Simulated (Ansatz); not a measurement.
Geometry relaxation, with input and output: C (part 2 of 2)

C (3 atoms in the cell); DFT PBE, scalar-relativistic, plane waves, PAW, no spin polarisation (Ansatz 0.2.0); cutoff 420 eV, 18×18×18 k-mesh, Gaussian smearing of 0.1 eV. The structure was made by a generator, so it may or may not be a known phase.

Geometry of the input (Å; fractional positions):
```
2.6585  0.0000  0.0000
0.0000  2.6585  0.0000
0.0000  0.0000  2.6585
C  0.5000  0.0000  0.0000
C  0.0000  0.5000  0.0000
C  0.0000  0.0000  0.5000
```

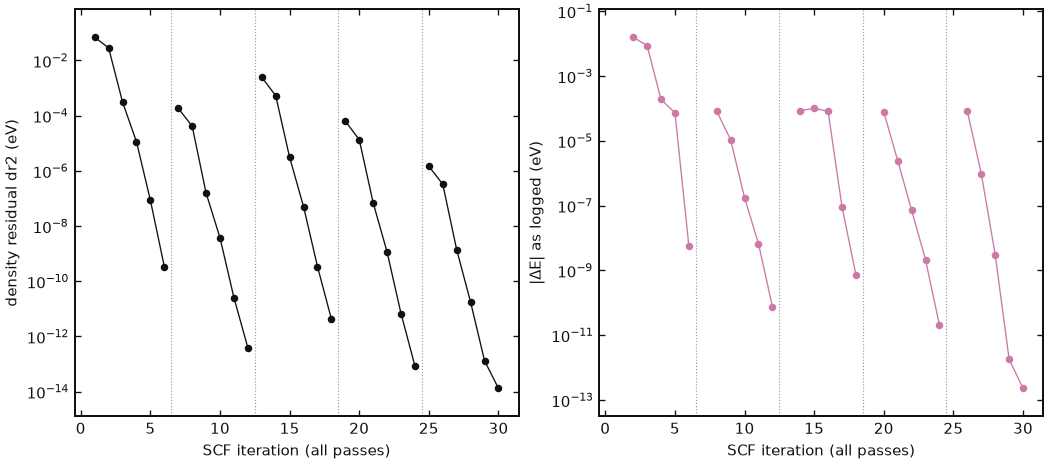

Figure 1. Convergence of the self-consistent field: density residual dr2 and size of the energy change against the SCF iteration. The dotted lines part the SCF passes of the relaxation: geometry steps, rejected trials and re-solves on a re-selected basis. The 5 passes take 6 iterations each, 30 in all.

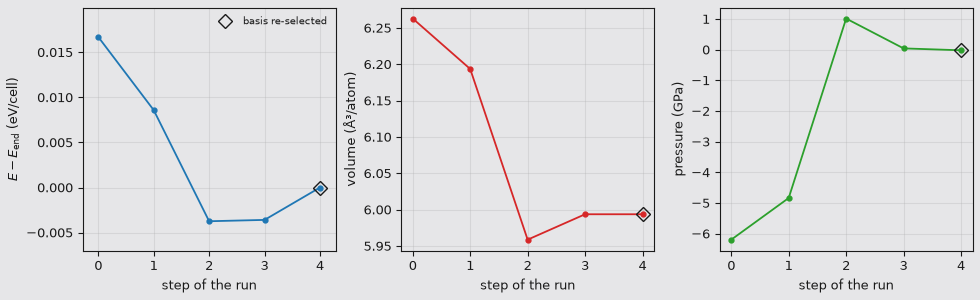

Figure 2. Progress of the relaxation, step by step (the first geometry is step 0 here and step 1 in the log).

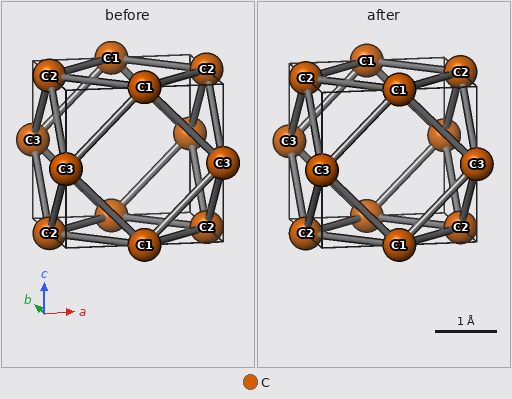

Figure 3. Before (left) and after (right) the relaxation, at one scale (ball-and-stick view of the cell of the calculation, seen slightly off an axis). After 3 geometry steps the energy has fallen by 20.3 meV per cell of the calculation. All forces vanish by symmetry, so only the cell relaxes. The pressure goes from −6.20 to −0.02 GPa. No atom moves by more than 0.005 Å relative to the cell. The volume changes by −4.3 %, with a = b = c 2.658 → 2.620 Å (−1.5 %). Among the contacts that change: C1–C2 1.880 → 1.852 Å. The space group stays Pm-3m (No. 221). A last SCF at the same geometry on a re-selected plane-wave basis shifts the energy by +3.6 meV per cell of the calculation. (Atoms are counted from 1 in the order of the input.)

```
basis re-selected at this cell: Δ(F+E_penalty+E_count) = +3.593e-3 eV, ΔP = -0.062 GPa vs the last step (what re-selecting the basis moved, of the pressure what is left beyond the Pulay correction that the steps carried, after the strain that the cell walked since its last selection, with what the two solves' SCF thresholds leave and, on support functions, any second-order correction that the steps lacked; it is no measure of the basis error at this ecutwfc). This SCF's stress stands 1.94e-2 GPa from its target on what of the cell is left free (relax.cell.stress_tol is 5.00e-2 GPa) and its largest allowed force component is 8.22e-31 eV/Å (relax.f_tol is 1.00e-2 eV/Å): within both
SCF converged after 6 iterations
Free energy (F): -741.871025 eV
Harris-Foulkes:  -741.871025 eV  (|F-HF|=2.27e-13)
Internal energy: -741.866542 eV  (E = F + TS)
E sigma→0 (E₀):  -741.868783 eV
Entropy (-TS):   -0.004483 eV (-1.494 meV/atom)
Fermi energy:    14.195391 eV
--- Per-component energies (eV) ---
  E_band       = 58.191557
  E_kinetic    = 257.847658
  E_local      = -143.192628  (includes V_loc(G=0)·N_el)
  E_nonlocal   = 80.544356
  E_hartree    = 27.835989
  E_xc         = -142.480771
  E_vxc        = -176.742104  (∫ρ·V_xc dr)
  E_paw        = -294.455199  (= ΣΔE_a)
  E_vpaw       = -15.937715  (= ΣTr[D̂ρ^β])
  E_aug_tail   = 0.000012  (compensation charges beyond the density's cutoff)
  E_ewald      = -527.965960
  E_smearing   = -0.004483  (= −TS)
  E_closure    = 0.000000  (closes the sum)
  Σ components = -741.871025   (vs F -741.871025, Δ=0.00e0)
--- Forces (eV/Å), atoms counted from 1 ---
  atom   1  C      0.00000000    -0.00000000     0.00000000
  atom   2  C     -0.00000000     0.00000000     0.00000000
  atom   3  C     -0.00000000    -0.00000000     0.00000000
  max |Σ_I F_I| component: 1.08e-30 eV/Å
--- Stress (GPa, compression-positive) ---
       -0.019374      -0.000000       0.000000
       -0.000000      -0.019374       0.000000
        0.000000       0.000000      -0.019374
  P = ⅓ Tr σ = -0.0194 GPa (-0.194 kbar)
--- Band table (eV; the first three rows and the last of 220) ---
  k-point 0: bands = ["-8.4828", "6.3260", "6.3260", "6.3260", "11.3717", "11.3717", "18.5899", "18.5899", "18.5899", "19.9806"]
  k-point 1: bands = ["-8.4302", "5.8787", "6.3783", "6.3783", "11.4070", "11.7525", "18.4935", "18.4950", "18.4950", "20.1724"]
  k-point 2: bands = ["-8.2730", "4.8325", "6.5339", "6.5339", "11.5128", "12.5895", "18.1971", "18.1971", "18.2160", "20.7478"]
  k-point 219: bands = ["0.3887", "4.5022", "4.5022", "4.5022", "5.1069", "5.1069", "5.1069", "18.9495", "24.5155", "24.5155"]
--- Relaxed structure (4 steps of the walk, 4 accepted, 1 SCFs on fresh bases) ---
  F+E_penalty+E_count = -741.87102463 eV   max|allowed force component| = 8.217e-31 eV/Å   (the final SCF, on the basis selected at the relaxed cell)
  cell:  # Å, volume = 17.9810 Å³
    - [2.6198182140828634, -8.986419213166222e-34, 9.950638046000717e-34]
    - [-5.0072924693427246e-33, 2.6198182140828634, 0.0]
    - [1.1234591342258874e-34, 0.0, 2.6198182140828634]
  atoms:
    - { symbol: C, position: [0.5, 2.2010262976901298e-37, 3.1443232823720123e-38] }
    - { symbol: C, position: [-3.7731879388814815e-37, 0.5, -6.288646564757924e-38] }
    - { symbol: C, position: [1.1118701193983534e-48, 3.6159717747310904e-37, 0.5] }
```

### Trajectory as extended XYZ (Å, eV, eV/Å), 5 frames, from step=1 to step=5
```
3
Lattice="2.6585 0.0000 0.0000 0.0000 2.6585 0.0000 0.0000 0.0000 2.6585" Properties=species:S:1:pos:R:3:forces:R:3 step=1 energy=-741.85433 pressure_GPa=-6.20
C     1.3292    0.0000    0.0000    0.0000   0.0000   0.0000
C     0.0000    1.3292    0.0000    0.0000   0.0000   0.0000
C     0.0000    0.0000    1.3292    0.0000   0.0000   0.0000
3
Lattice="2.6486 0.0000 0.0000 0.0000 2.6486 0.0000 0.0000 0.0000 2.6486" Properties=species:S:1:pos:R:3:forces:R:3 step=2 energy=-741.86244 pressure_GPa=-4.84
C     1.3243    0.0000    0.0000    0.0000   0.0000   0.0000
C     0.0000    1.3243    0.0000    0.0000   0.0000   0.0000
C     0.0000    0.0000    1.3243    0.0000   0.0000   0.0000
3
Lattice="2.6147 0.0000 0.0000 0.0000 2.6147 0.0000 0.0000 0.0000 2.6147" Properties=species:S:1:pos:R:3:forces:R:3 step=3 energy=-741.87477 pressure_GPa=1.02
C     1.3074    0.0000    0.0000    0.0000   0.0000   0.0000
C     0.0000    1.3074    0.0000    0.0000   0.0000   0.0000
C     0.0000    0.0000    1.3074    0.0000   0.0000   0.0000
3
Lattice="2.6198 0.0000 0.0000 0.0000 2.6198 0.0000 0.0000 0.0000 2.6198" Properties=species:S:1:pos:R:3:forces:R:3 step=4 energy=-741.87462 pressure_GPa=0.04
C     1.3099    0.0000    0.0000    0.0000   0.0000   0.0000
C     0.0000    1.3099    0.0000    0.0000   0.0000   0.0000
C     0.0000    0.0000    1.3099    0.0000   0.0000   0.0000
3
Lattice="2.6198 0.0000 0.0000 0.0000 2.6198 0.0000 0.0000 0.0000 2.6198" Properties=species:S:1:pos:R:3:forces:R:3 step=5 energy=-741.87103 pressure_GPa=-0.02
C     1.3099    0.0000    0.0000    0.0000   0.0000   0.0000
C     0.0000    1.3099    0.0000    0.0000   0.0000   0.0000
C     0.0000    0.0000    1.3099    0.0000   0.0000   0.0000
```

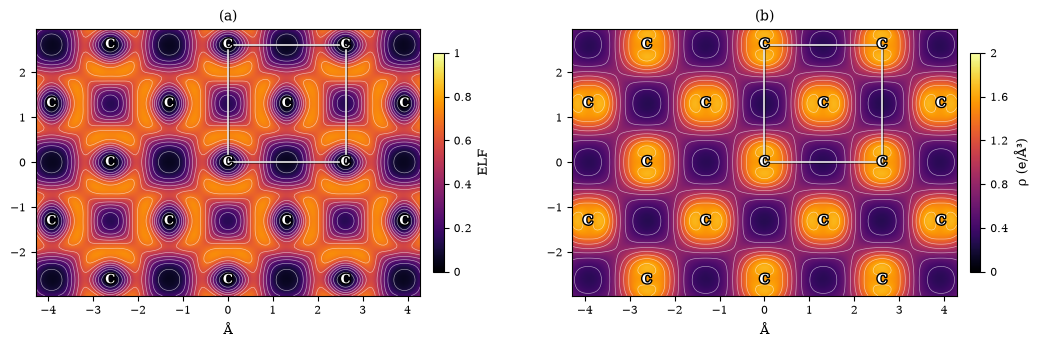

Figure 4. (a) electron localisation function; (b) valence electron density on the (010) plane of the conventional cell. Atoms in the plane: C. C–C (1.85 Å): the density is about 0.79 e/Å³ at the midpoint; the ELF peaks at about 0.75 between the atoms (a shared electron pair). Away from the nuclei the density in this plane falls to 0.28 e/Å³ at its lowest. In a PAW calculation such maps are meaningful between the atoms, not at the nuclei.

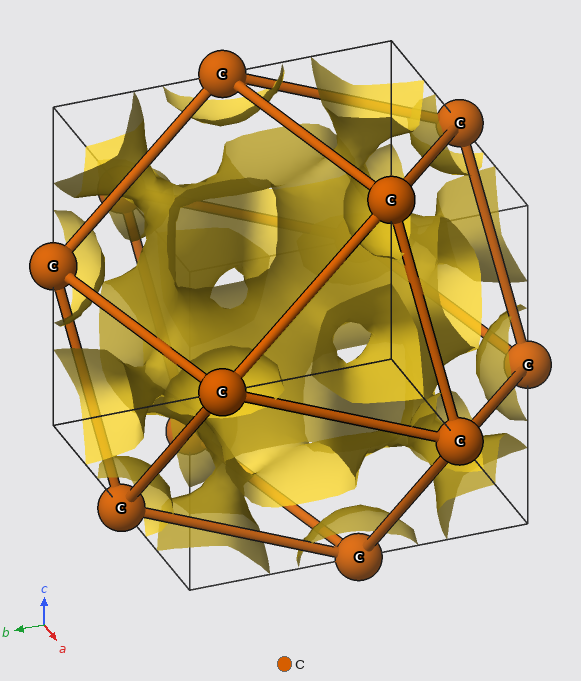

Figure 5. Isosurface of the electron localisation function at 0.5 (yellow), seen at an oblique angle. Core shells and regions of very low density are left out. Sticks mark near contacts. The outline is the cell set on symmetry axes. Along the contacts the grid gives the following. C–C (1.85 Å): the ELF peaks at about 0.75 between the atoms (localised, shared-pair bonding).

### Summary

```tsv
quantity	value
outcome	converged
space group (tolerance 0.01 Å)	Pm-3m (221)
electrons treated	12
free energy	−741.8710 eV
Fermi energy	14.195 eV
gap on the k-point mesh	none (metallic)
pressure	−0.02 GPa
final volume	17.98 Å³
largest force (length of the vector) at the end	under 0.001 eV/Å
final cell	a = 2.620 Å, b = 2.620 Å, c = 2.620 Å, α = 90.00°, β = 90.00°, γ = 90.00°
wall time	30 s
peak memory	0.36 GiB
```
